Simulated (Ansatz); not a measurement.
## B2P: geometry relaxation (part 1 of 2)

System: B2P (P6₃/mmc, 6 atoms in the cell).
Method: DFT r2SCAN, scalar-relativistic, plane waves, PAW, no spin polarisation (Ansatz 0.2.0).

The structure was made by swapping elements on the sites of another compound; it need not be a known phase. It belongs to a series of runs on one base structure; here: Bi -> P, In -> B on all its sites, cell and atoms relaxed. Figures and captions count atoms from 1; the log counts them from 0 in places.

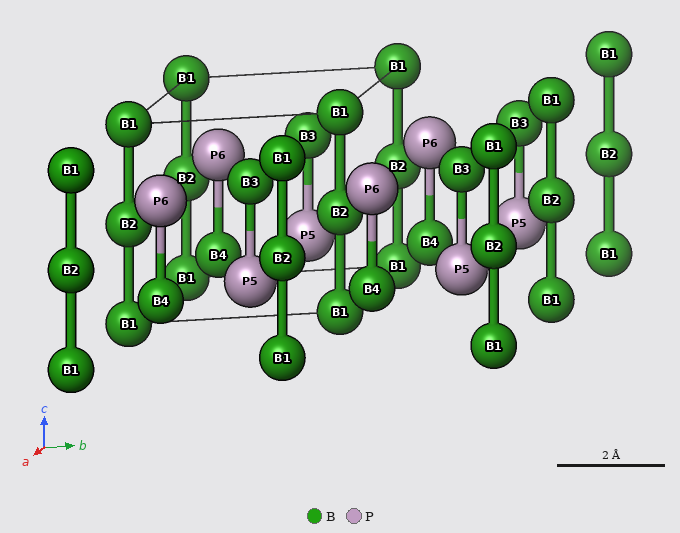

The input geometry (ball-and-stick view of the cell of the calculation, repeated 2 × 2 × 1, seen slightly off an axis; atoms are numbered from 1 in the order of the input). An atom can appear more than once, as a periodic image. Near neighbours in the periodic cell (some may lie outside the picture): B has 2 B at 1.91 Å; B has 2 P at 1.91 Å; P has 2 B at 1.91 Å.

## Results in brief

| quantity | value |
| --- | --- |
| outcome | converged |
| space group (tolerance 0.01 Å) | P6₃/mmc (194) |
| electrons treated | 22 |
| free energy | −2135.1270 eV |
| Fermi energy | 10.415 eV |
| gap on the k-point mesh | none (metallic) |
| pressure | −0.05 GPa |
| final volume | 60.13 Å³ |
| largest force (length of the vector) at the end | under 0.001 eV/Å |
| final cell | a = 4.360 Å, b = 4.360 Å, c = 3.652 Å, α = 90.00°, β = 90.00°, γ = 120.00° |
| hardware | 1 thread of Arm Neoverse N1, 24 GiB of memory available, shared host |
| wall time | 4.9 min |
| peak memory | 0.54 GiB |

## Input file
```yaml
crystal:
  lattice:
    - [4.093731275, 0.0, 0.0]
    - [-2.0468656375, 3.5452752804, 0.0]
    - [0.0, 0.0, 3.828681458]
  atoms:
    - { symbol: B, position: [0.0, 0.0, 0.0] }
    - { symbol: B, position: [0.0, 0.0, 0.5] }
    - { symbol: B, position: [0.3333333333, 0.6666666667, 0.75] }
    - { symbol: B, position: [0.6666666667, 0.3333333333, 0.25] }
    - { symbol: P, position: [0.3333333333, 0.6666666667, 0.25] }
    - { symbol: P, position: [0.6666666667, 0.3333333333, 0.75] }
basis:
  ecutwfc: 500
kpoints:
  mp_grid: { grid: [12, 12, 10] }
hamiltonian:
  xc: r2scan
scf:
  occupations: { method: gaussian, width: 0.1 }
output:
  forces: true
  stress: true
  eigenvalues: true
  write_density: true
  write_potential: true
  elf: true
  volumetric_format: npy
relax:
  adjacent_minimum: "off"
  f_tol: 0.01
  max_steps: 60
  cell: { stress_tol: 0.1 }
```

Launch command:
```bash
ansatz run input.yaml --threads 1 --pin off --max-ram 2560MiB --backend cpu --events-out ev --progress --plain --runs-dir out
```

## What the program printed
```
Engine: ansatz 0.2.0, aarch64-unknown-linux-gnu
Pseudopotentials: kind: paw
Pseudopotential: B, paw, valence charge 3, recommended cutoff 500 eV (meta_gga), B.paw.azcp
Pseudopotential: P, paw, valence charge 5, recommended cutoff 500 eV (meta_gga), P.paw.azcp
Functional definition: r2SCAN
  parameter k0 = 0.174
  parameter k1 = 0.065
  parameter a1 = 4.9479
  exchange = r2scan_x(k0 = k0, k1 = k1, a1 = a1)
  correlation = r2scan_c
Crystal: 6 atoms, lattice volume = 55.567 Å³
Basis set: ecut = 500 eV, 1411 PW (Γ), exchange–correlation on 120×120×120 points (64 copies of the dense FFT grid, shifted against one another)
Bands: 17, of which v1, the nominal top of the filled ones, is band 11 counted from 1 (10 counted from 0)
Symmetry: 24 space group operations
Space group: P63/mmc (ITA 194), of the structure as read, at distance tolerance 3.8e-5 Å
k-points: 114 of 1440
Non-local potential: B, projectors of the file, l = 0: 2, l = 1: 2, l = 2: 1
Non-local potential: P, projectors of the file, l = 0: 2, l = 1: 2, l = 2: 2
PAW form: soft (Blöchl's): semilocal exchange-correlation on the pseudo side does not see the compensation charge
PAW frozen core: B, regenerated for the run's functional (the file was generated under x = pbe(κ = 0.804, μ = 0.2195149727645171), c = pbe(β = 0.06672455060314922))
PAW frozen core: P, regenerated for the run's functional (the file was generated under x = pbe(κ = 0.804, μ = 0.2195149727645171), c = pbe(β = 0.06672455060314922))
PAW one-centre angular grid: B, 302 points (default); XC on 160 Gauss nodes
PAW one-centre angular grid: P, 302 points (default); XC on 160 Gauss nodes
Initial density: superposition of atomic densities (neutral atoms: chi_scale 0, normalization atom), corrected by the library's trained network
Initial wavefunctions: pseudopotential atomic-orbital guess
Functional: x = r2scan, c = r2scan; τ floored in thin density (d = 2e-4 eV/Å³)
SCF iter   1: F=—  HF=-2134.895726 eV  |F-HF|=—  |Δ(HF+E_count)|=         —  Δρ=1.09e-2  dr2=1.09e-1  dr2_τ=2.07e-1  ethr=1.77e-3  ⟨swp⟩=5.5  Hψ=11557  notcnv=0  defer=1
preconditioner: auto → none  [metal: Δε(μ)=0.010 eV  Ē_g=10.077 eV  σ=0.100 eV  W_gap=0.06  n_scr=8 (ndim 8)  ℏωp=23.4 eV  f_vac=0.000  D(μ)=1.52/eV (n_scr^D=8)  sad-step TF]
SCF iter   2: F=—  HF=-2134.978187 eV  |F-HF|=—  |Δ(HF+E_count)|=   8.25e-2  Δρ=6.43e-3  dr2=2.98e-2  dr2_τ=3.02e-4  ethr=4.94e-4  ⟨swp⟩=2.9  Hψ=4643  notcnv=0  defer=122
SCF iter   3: F=—  HF=-2134.974425 eV  |F-HF|=—  |Δ(HF+E_count)|=   3.76e-3  Δρ=5.14e-4  dr2=1.53e-4  dr2_τ=1.70e-5  ethr=1.35e-4  ⟨swp⟩=2.5  Hψ=2995  notcnv=0  defer=122
SCF iter   4: F=—  HF=-2134.974514 eV  |F-HF|=—  |Δ(HF+E_count)|=   8.89e-5  Δρ=2.15e-4  dr2=2.37e-5  dr2_τ=1.84e-6  ethr=6.94e-7  ⟨swp⟩=2.0  Hψ=3092  notcnv=0  defer=122
SCF iter   5: F=—  HF=-2134.974524 eV  |F-HF|=—  |Δ(HF+E_count)|=   1.03e-5  Δρ=7.53e-5  dr2=4.41e-6  dr2_τ=1.95e-7  ethr=1.08e-7  ⟨swp⟩=2.0  Hψ=3117  notcnv=0  defer=122
SCF iter   6: F=—  HF=-2134.974524 eV  |F-HF|=—  |Δ(HF+E_count)|=   2.49e-7  Δρ=2.34e-5  dr2=2.94e-7  dr2_τ=8.57e-9  ethr=2.01e-8  ⟨swp⟩=2.0  Hψ=2933  notcnv=0  defer=122
SCF iter   7: F=-2134.974524 eV  HF=-2134.974524 eV  |F-HF|=7.64e-10  |Δ(HF+E_count)|=   5.26e-8  Δρ=4.25e-6  dr2=8.51e-9  dr2_τ=7.60e-11  ethr=4.55e-10  ⟨swp⟩=11.9  Hψ=14084  notcnv=0
SCF 1 converged in 7 iterations: F = -2134.974524 eV  dr2 = 8.51e-9
  greatest PAW one-centre occupation: 0.800 electrons in one spin orbital (limit 2), on the P atom at site 5 (counted from 0), in its partial waves of l = 0
relax step   1: F+E_penalty+E_count = -2134.97452421 eV  Δ(F+E_penalty+E_count) = +0.000e0 eV  max|allowed force component| = 1.264e-16 eV/Å  Δτ_max = 0.0000 Å  P = +0.597 GPa  Ω = 55.567 Å³  (7 SCF iters, dr2 threshold 1.00e-7 eV, accepted)
Crystal: 6 atoms, lattice volume = 56.147 Å³
Initial density: handed on by an earlier stage of this run
Initial wavefunctions: those handed on with the density
iter 1 solved again at ethr=3.44e-6 eV; its pass at ethr=3.10e-3 eV (dr2=7.57e-4 eV) is discarded
SCF iter   1: F=—  HF=-2134.986163 eV  |F-HF|=—  |Δ(HF+E_count)|=         —  Δρ=1.19e-3  dr2=7.01e-4  dr2_τ=3.11e-4  ethr=3.44e-6  ⟨swp⟩=2.0  Hψ=13110  notcnv=0
preconditioner: auto → none  [metal: Δε(μ)=0.044 eV  Ē_g=9.949 eV  σ=0.100 eV  W_gap=0.24  n_scr=8 (ndim 8)  ℏωp=23.2 eV  f_vac=0.000  D(μ)=1.37/eV (n_scr^D=8)]
SCF iter   2: F=—  HF=-2134.987452 eV  |F-HF|=—  |Δ(HF+E_count)|=   1.29e-3  Δρ=5.00e-4  dr2=9.34e-5  dr2_τ=4.88e-6  ethr=3.19e-6  ⟨swp⟩=2.0  Hψ=3213  notcnv=0
SCF iter   3: F=—  HF=-2134.987460 eV  |F-HF|=—  |Δ(HF+E_count)|=   8.51e-6  Δρ=2.39e-4  dr2=2.37e-5  dr2_τ=1.01e-6  ethr=4.25e-7  ⟨swp⟩=2.4  Hψ=2982  notcnv=0
SCF iter   4: F=—  HF=-2134.987465 eV  |F-HF|=—  |Δ(HF+E_count)|=   5.22e-6  Δρ=6.62e-5  dr2=2.21e-6  dr2_τ=5.92e-8  ethr=1.08e-7  ⟨swp⟩=2.6  Hψ=3107  notcnv=0
SCF iter   5: F=-2134.987466 eV  HF=-2134.987466 eV  |F-HF|=1.09e-7  |Δ(HF+E_count)|=   5.69e-7  Δρ=1.79e-5  dr2=8.93e-8  dr2_τ=5.59e-9  ethr=2.73e-9  ⟨swp⟩=10.5  Hψ=14839  notcnv=0
SCF 2 converged in 5 iterations: F = -2134.987466 eV  dr2 = 8.93e-8
relax step   2: F+E_penalty+E_count = -2134.98746602 eV  Δ(F+E_penalty+E_count) = -1.294e-2 eV  max|allowed force component| = 1.033e-16 eV/Å  Δτ_max = 0.0000 Å  P = -0.228 GPa  Ω = 56.147 Å³  energy of the carried Pulay correction = -8.801e-5 eV  (5 SCF iters, dr2 threshold 6.00e-7 eV, accepted)
Crystal: 6 atoms, lattice volume = 56.435 Å³
Basis set: ecut = 500 eV, 1435 PW (Γ), exchange–correlation on 120×120×120 points (64 copies of the dense FFT grid, shifted against one another)
iter 1 solved again at ethr=5.48e-6 eV; its pass at ethr=3.10e-3 eV (dr2=1.21e-3 eV) is discarded
SCF iter   1: F=—  HF=-2134.994442 eV  |F-HF|=—  |Δ(HF+E_count)|=         —  Δρ=1.67e-3  dr2=1.21e-3  dr2_τ=1.69e-4  ethr=5.48e-6  ⟨swp⟩=2.1  Hψ=13029  notcnv=0
preconditioner: auto → none  [metal: Δε(μ)=0.026 eV  Ē_g=9.929 eV  σ=0.100 eV  W_gap=0.15  n_scr=8 (ndim 8)  ℏωp=23.2 eV  f_vac=0.000  D(μ)=1.81/eV (n_scr^D=8)]
SCF iter   2: F=—  HF=-2134.994609 eV  |F-HF|=—  |Δ(HF+E_count)|=   1.67e-4  Δρ=7.09e-4  dr2=2.03e-4  dr2_τ=3.08e-6  ethr=5.48e-6  ⟨swp⟩=2.6  Hψ=3215  notcnv=0
SCF iter   3: F=—  HF=-2134.994603 eV  |F-HF|=—  |Δ(HF+E_count)|=   6.72e-6  Δρ=2.94e-4  dr2=1.05e-4  dr2_τ=3.91e-6  ethr=9.22e-7  ⟨swp⟩=2.3  Hψ=2979  notcnv=0
SCF iter   4: F=—  HF=-2134.994578 eV  |F-HF|=—  |Δ(HF+E_count)|=   2.45e-5  Δρ=6.43e-5  dr2=1.40e-6  dr2_τ=5.84e-8  ethr=4.76e-7  ⟨swp⟩=2.3  Hψ=2732  notcnv=0
SCF iter   5: F=-2134.994579 eV  HF=-2134.994579 eV  |F-HF|=7.66e-8  |Δ(HF+E_count)|=   6.12e-7  Δρ=1.78e-5  dr2=9.92e-8  dr2_τ=2.57e-9  ethr=2.73e-9  ⟨swp⟩=10.0  Hψ=14578  notcnv=0
SCF 3 converged in 5 iterations: F = -2134.994579 eV  dr2 = 9.92e-8
relax step   3: F+E_penalty+E_count = -2134.99457875 eV  Δ(F+E_penalty+E_count) = -7.113e-3 eV  max|allowed force component| = 1.866e-16 eV/Å  Δτ_max = 0.0000 Å  P = -0.061 GPa  Ω = 56.435 Å³  energy of the carried Pulay correction = -1.334e-4 eV  (5 SCF iters, dr2 threshold 6.00e-7 eV, accepted)
Crystal: 6 atoms, lattice volume = 56.912 Å³
Basis set: ecut = 500 eV, 1447 PW (Γ), exchange–correlation on 120×120×120 points (64 copies of the dense FFT grid, shifted against one another)
iter 1 solved again at ethr=9.93e-6 eV; its pass at ethr=3.10e-3 eV (dr2=2.18e-3 eV) is discarded
SCF iter   1: F=—  HF=-2135.004613 eV  |F-HF|=—  |Δ(HF+E_count)|=         —  Δρ=2.28e-3  dr2=2.24e-3  dr2_τ=3.84e-4  ethr=9.93e-6  ⟨swp⟩=1.3  Hψ=13290  notcnv=0
preconditioner: auto → none  [metal: Δε(μ)=0.020 eV  Ē_g=9.900 eV  σ=0.100 eV  W_gap=0.11  n_scr=8 (ndim 8)  ℏωp=23.1 eV  f_vac=0.000  D(μ)=2.27/eV (n_scr^D=20)]
SCF iter   2: F=—  HF=-2135.005168 eV  |F-HF|=—  |Δ(HF+E_count)|=   5.55e-4  Δρ=9.28e-4  dr2=3.37e-4  dr2_τ=4.07e-6  ethr=9.93e-6  ⟨swp⟩=2.5  Hψ=3263  notcnv=0
SCF iter   3: F=—  HF=-2135.005153 eV  |F-HF|=—  |Δ(HF+E_count)|=   1.47e-5  Δρ=3.26e-4  dr2=1.23e-4  dr2_τ=4.20e-6  ethr=1.53e-6  ⟨swp⟩=2.6  Hψ=3133  notcnv=0
SCF iter   4: F=—  HF=-2135.005125 eV  |F-HF|=—  |Δ(HF+E_count)|=   2.79e-5  Δρ=8.47e-5  dr2=2.69e-6  dr2_τ=1.81e-7  ethr=5.61e-7  ⟨swp⟩=2.2  Hψ=2751  notcnv=0
SCF iter   5: F=-2135.005127 eV  HF=-2135.005126 eV  |F-HF|=1.18e-7  |Δ(HF+E_count)|=   1.10e-6  Δρ=2.65e-5  dr2=2.51e-7  dr2_τ=3.48e-9  ethr=2.73e-9  ⟨swp⟩=10.5  Hψ=14874  notcnv=0
SCF 4 converged in 5 iterations: F = -2135.005127 eV  dr2 = 2.51e-7
relax step   4: F+E_penalty+E_count = -2135.00512655 eV  Δ(F+E_penalty+E_count) = -1.055e-2 eV  max|allowed force component| = 1.866e-16 eV/Å  Δτ_max = 0.0000 Å  P = -0.106 GPa  Ω = 56.912 Å³  energy of the carried Pulay correction = -2.074e-4 eV  (5 SCF iters, dr2 threshold 6.00e-7 eV, accepted)
Crystal: 6 atoms, lattice volume = 57.495 Å³
Basis set: ecut = 500 eV, 1471 PW (Γ), exchange–correlation on 120×120×120 points (64 copies of the dense FFT grid, shifted against one another)
iter 1 solved again at ethr=6.08e-5 eV; its pass at ethr=3.10e-3 eV (dr2=1.34e-2 eV) is discarded
SCF iter   1: F=—  HF=-2135.064379 eV  |F-HF|=—  |Δ(HF+E_count)|=         —  Δρ=5.42e-3  dr2=1.37e-2  dr2_τ=1.93e-3  ethr=6.08e-5  ⟨swp⟩=1.1  Hψ=13782  notcnv=0
preconditioner: auto → none  [metal: Δε(μ)=0.026 eV  Ē_g=9.877 eV  σ=0.100 eV  W_gap=0.14  n_scr=8 (ndim 8)  ℏωp=23.0 eV  f_vac=0.000  D(μ)=2.31/eV (n_scr^D=20)]
SCF iter   2: F=—  HF=-2135.063203 eV  |F-HF|=—  |Δ(HF+E_count)|=   1.18e-3  Δρ=2.19e-3  dr2=2.03e-3  dr2_τ=2.87e-5  ethr=6.08e-5  ⟨swp⟩=2.4  Hψ=3227  notcnv=0
SCF iter   3: F=—  HF=-2135.063044 eV  |F-HF|=—  |Δ(HF+E_count)|=   1.59e-4  Δρ=8.07e-4  dr2=8.46e-4  dr2_τ=3.45e-5  ethr=9.22e-6  ⟨swp⟩=2.5  Hψ=3102  notcnv=0
SCF iter   4: F=—  HF=-2135.062850 eV  |F-HF|=—  |Δ(HF+E_count)|=   1.94e-4  Δρ=2.30e-4  dr2=2.95e-5  dr2_τ=1.33e-6  ethr=3.84e-6  ⟨swp⟩=2.2  Hψ=2725  notcnv=0
SCF iter   5: F=—  HF=-2135.062851 eV  |F-HF|=—  |Δ(HF+E_count)|=   1.08e-6  Δρ=7.65e-5  dr2=1.96e-6  dr2_τ=4.33e-8  ethr=1.34e-7  ⟨swp⟩=2.4  Hψ=3079  notcnv=0
SCF iter   6: F=-2135.062852 eV  HF=-2135.062852 eV  |F-HF|=1.49e-8  |Δ(HF+E_count)|=   1.21e-6  Δρ=8.61e-6  dr2=3.11e-8  dr2_τ=1.38e-9  ethr=2.73e-9  ⟨swp⟩=10.7  Hψ=14843  notcnv=0
SCF 5 converged in 6 iterations: F = -2135.062852 eV  dr2 = 3.11e-8
relax step   5: F+E_penalty+E_count = -2135.06285215 eV  Δ(F+E_penalty+E_count) = -5.773e-2 eV  max|allowed force component| = 1.850e-16 eV/Å  Δτ_max = 0.0000 Å  P = +1.582 GPa  Ω = 57.495 Å³  energy of the carried Pulay correction = -3.015e-4 eV  (6 SCF iters, dr2 threshold 6.00e-7 eV, accepted)
Crystal: 6 atoms, lattice volume = 60.186 Å³
Basis set: ecut = 500 eV, 1525 PW (Γ), exchange–correlation on 120×120×120 points (64 copies of the dense FFT grid, shifted against one another)
iter 1 solved again at ethr=1.41e-4 eV; its pass at ethr=3.10e-3 eV (dr2=3.10e-2 eV) is discarded
SCF iter   1: F=—  HF=-2135.054225 eV  |F-HF|=—  |Δ(HF+E_count)|=         —  Δρ=8.21e-3  dr2=3.16e-2  dr2_τ=7.18e-3  ethr=1.41e-4  ⟨swp⟩=1.3  Hψ=14754  notcnv=0
preconditioner: auto → none  [metal: Δε(μ)=0.002 eV  Ē_g=9.662 eV  σ=0.100 eV  W_gap=0.01  n_scr=8 (ndim 8)  ℏωp=22.5 eV  f_vac=0.000  D(μ)=1.45/eV (n_scr^D=8)]
SCF iter   2: F=—  HF=-2135.092712 eV  |F-HF|=—  |Δ(HF+E_count)|=   3.85e-2  Δρ=3.34e-3  dr2=4.20e-3  dr2_τ=1.34e-4  ethr=1.41e-4  ⟨swp⟩=2.0  Hψ=3888  notcnv=0
SCF iter   3: F=—  HF=-2135.093253 eV  |F-HF|=—  |Δ(HF+E_count)|=   5.40e-4  Δρ=1.45e-3  dr2=1.90e-3  dr2_τ=9.57e-5  ethr=1.91e-5  ⟨swp⟩=2.3  Hψ=2967  notcnv=0
SCF iter   4: F=—  HF=-2135.093006 eV  |F-HF|=—  |Δ(HF+E_count)|=   2.47e-4  Δρ=4.85e-4  dr2=9.32e-5  dr2_τ=2.73e-6  ethr=8.62e-6  ⟨swp⟩=2.4  Hψ=2790  notcnv=0
SCF iter   5: F=—  HF=-2135.093057 eV  |F-HF|=—  |Δ(HF+E_count)|=   5.07e-5  Δρ=1.19e-4  dr2=6.52e-6  dr2_τ=4.73e-7  ethr=4.24e-7  ⟨swp⟩=2.3  Hψ=3262  notcnv=0
SCF iter   6: F=—  HF=-2135.093060 eV  |F-HF|=—  |Δ(HF+E_count)|=   3.06e-6  Δρ=3.71e-5  dr2=6.48e-7  dr2_τ=1.43e-8  ethr=2.96e-8  ⟨swp⟩=2.4  Hψ=3117  notcnv=0
SCF iter   7: F=-2135.093060 eV  HF=-2135.093060 eV  |F-HF|=3.20e-8  |Δ(HF+E_count)|=   5.60e-7  Δρ=7.16e-6  dr2=2.38e-8  dr2_τ=5.38e-10  ethr=2.73e-9  ⟨swp⟩=10.4  Hψ=14458  notcnv=0
SCF 6 converged in 7 iterations: F = -2135.093060 eV  dr2 = 2.38e-8
  greatest PAW one-centre occupation: 0.799 electrons in one spin orbital (limit 2), on the P atom at site 5 (counted from 0), in its partial waves of l = 0
relax step   6: F+E_penalty+E_count = -2135.09306038 eV  Δ(F+E_penalty+E_count) = -3.021e-2 eV  max|allowed force component| = 1.496e-16 eV/Å  Δτ_max = 0.0000 Å  P = +3.105 GPa  Ω = 60.186 Å³  energy of the carried Pulay correction = -6.969e-4 eV  (7 SCF iters, dr2 threshold 6.00e-7 eV, accepted)
Crystal: 6 atoms, lattice volume = 60.129 Å³
Basis set: ecut = 500 eV, 1507 PW (Γ), exchange–correlation on 120×120×120 points (64 copies of the dense FFT grid, shifted against one another)
iter 1 solved again at ethr=6.43e-5 eV; its pass at ethr=3.10e-3 eV (dr2=1.41e-2 eV) is discarded
SCF iter   1: F=—  HF=-2135.126829 eV  |F-HF|=—  |Δ(HF+E_count)|=         —  Δρ=5.30e-3  dr2=1.42e-2  dr2_τ=1.99e-3  ethr=6.43e-5  ⟨swp⟩=1.1  Hψ=13735  notcnv=0
preconditioner: auto → none  [metal: Δε(μ)=0.035 eV  Ē_g=9.666 eV  σ=0.100 eV  W_gap=0.19  n_scr=8 (ndim 8)  ℏωp=22.5 eV  f_vac=0.000  D(μ)=1.37/eV (n_scr^D=8)]
SCF iter   2: F=—  HF=-2135.123397 eV  |F-HF|=—  |Δ(HF+E_count)|=   3.43e-3  Δρ=2.08e-3  dr2=1.92e-3  dr2_τ=5.18e-5  ethr=6.43e-5  ⟨swp⟩=2.4  Hψ=3214  notcnv=0
SCF iter   3: F=—  HF=-2135.123122 eV  |F-HF|=—  |Δ(HF+E_count)|=   2.75e-4  Δρ=7.77e-4  dr2=6.85e-4  dr2_τ=3.14e-5  ethr=8.75e-6  ⟨swp⟩=2.3  Hψ=3094  notcnv=0
SCF iter   4: F=—  HF=-2135.122968 eV  |F-HF|=—  |Δ(HF+E_count)|=   1.54e-4  Δρ=2.18e-4  dr2=2.82e-5  dr2_τ=2.16e-6  ethr=3.11e-6  ⟨swp⟩=2.3  Hψ=2755  notcnv=0
SCF iter   5: F=—  HF=-2135.122969 eV  |F-HF|=—  |Δ(HF+E_count)|=   1.46e-6  Δρ=8.69e-5  dr2=2.20e-6  dr2_τ=7.07e-8  ethr=1.28e-7  ⟨swp⟩=2.5  Hψ=3042  notcnv=0
SCF iter   6: F=-2135.122971 eV  HF=-2135.122971 eV  |F-HF|=1.64e-8  |Δ(HF+E_count)|=   1.60e-6  Δρ=8.48e-6  dr2=2.81e-8  dr2_τ=1.12e-9  ethr=2.73e-9  ⟨swp⟩=10.9  Hψ=15051  notcnv=0
SCF 7 converged in 6 iterations: F = -2135.122971 eV  dr2 = 2.81e-8
relax step   7: F+E_penalty+E_count = -2135.12297100 eV  Δ(F+E_penalty+E_count) = -2.991e-2 eV  max|allowed force component| = 1.527e-16 eV/Å  Δτ_max = 0.0000 Å  P = -0.961 GPa  Ω = 60.129 Å³  energy of the carried Pulay correction = -6.797e-4 eV  (6 SCF iters, dr2 threshold 6.00e-7 eV, accepted)
Crystal: 6 atoms, lattice volume = 60.187 Å³
Basis set: ecut = 500 eV, 1519 PW (Γ), exchange–correlation on 120×120×120 points (64 copies of the dense FFT grid, shifted against one another)
iter 1 solved again at ethr=4.69e-6 eV; its pass at ethr=3.10e-3 eV (dr2=1.03e-3 eV) is discarded
SCF iter   1: F=—  HF=-2135.126053 eV  |F-HF|=—  |Δ(HF+E_count)|=         —  Δρ=1.47e-3  dr2=1.12e-3  dr2_τ=1.42e-4  ethr=4.69e-6  ⟨swp⟩=2.4  Hψ=13137  notcnv=0
preconditioner: auto → none  [metal: Δε(μ)=0.021 eV  Ē_g=9.665 eV  σ=0.100 eV  W_gap=0.12  n_scr=8 (ndim 8)  ℏωp=22.5 eV  f_vac=0.000  D(μ)=1.33/eV (n_scr^D=8)]
SCF iter   2: F=—  HF=-2135.125842 eV  |F-HF|=—  |Δ(HF+E_count)|=   2.12e-4  Δρ=5.87e-4  dr2=1.67e-4  dr2_τ=4.95e-6  ethr=4.69e-6  ⟨swp⟩=2.6  Hψ=3130  notcnv=0
SCF iter   3: F=—  HF=-2135.125820 eV  |F-HF|=—  |Δ(HF+E_count)|=   2.15e-5  Δρ=2.49e-4  dr2=6.69e-5  dr2_τ=2.93e-6  ethr=7.58e-7  ⟨swp⟩=2.3  Hψ=2999  notcnv=0
SCF iter   4: F=—  HF=-2135.125806 eV  |F-HF|=—  |Δ(HF+E_count)|=   1.45e-5  Δρ=6.08e-5  dr2=1.61e-6  dr2_τ=1.43e-7  ethr=3.04e-7  ⟨swp⟩=2.3  Hψ=2732  notcnv=0
SCF iter   5: F=-2135.125806 eV  HF=-2135.125806 eV  |F-HF|=1.01e-7  |Δ(HF+E_count)|=   3.38e-7  Δρ=2.29e-5  dr2=1.63e-7  dr2_τ=4.80e-9  ethr=2.73e-9  ⟨swp⟩=10.2  Hψ=14524  notcnv=0
SCF 8 converged in 5 iterations: F = -2135.125806 eV  dr2 = 1.63e-7
relax step   8: F+E_penalty+E_count = -2135.12580610 eV  Δ(F+E_penalty+E_count) = -2.835e-3 eV  max|allowed force component| = 1.357e-16 eV/Å  Δτ_max = 0.0000 Å  P = -0.014 GPa  Ω = 60.187 Å³  energy of the carried Pulay correction = -6.904e-4 eV  (5 SCF iters, dr2 threshold 6.00e-7 eV, accepted)
Crystal: 6 atoms, lattice volume = 60.126 Å³
iter 1 solved again at ethr=7.17e-8 eV; its pass at ethr=3.10e-3 eV (dr2=1.58e-5 eV) is discarded
```
